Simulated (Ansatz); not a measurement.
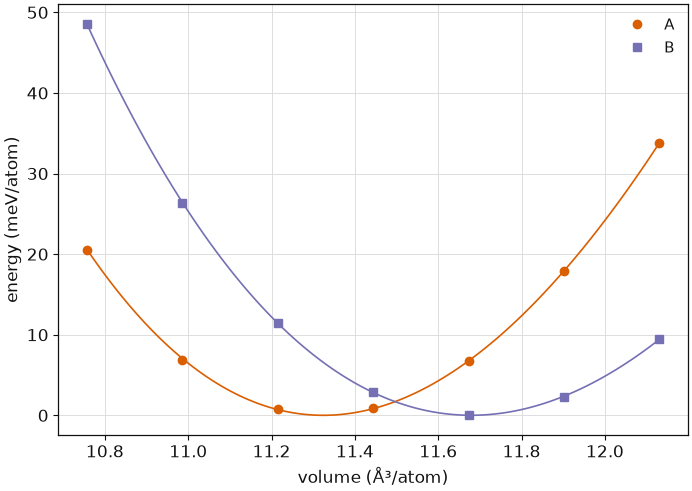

The figure compares two calculations of the energy against volume, each curve from its own zero. The first is for GaN, space group F-43m (No. 216).

The cell holds 2 atoms.

Calculation (Ansatz 0.2.0): plane-wave DFT, no spin polarisation; energies at scaled volumes of the given cell, shape and fractions fixed, counted from the fit's minimum, third-order Birch-Murnaghan fit. Level: BHLYP.

| setting | value |
| --- | --- |
| k mesh | 5×5×5 |
| occupations | Fermi–Dirac |
| smearing width | 0.05 eV |
| potentials | Ansatz PAW |
| wave cutoff | 420 eV |
| density cutoff | 1680 eV |

In the second, the level changes from BHLYP to B3LYP.

**Which of A and B is the second calculation, and what did the change do?**

B. The equilibrium volume rises from 11.32 to 11.68 Å³/atom (+3.2 %) and the bulk modulus falls from 212 to 185 GPa (−13 %).

For both, limits of the calculation: coarse k mesh; the functional was run on potentials made for another functional.

V0 and the bulk modulus come from third-order Birch–Murnaghan fits.
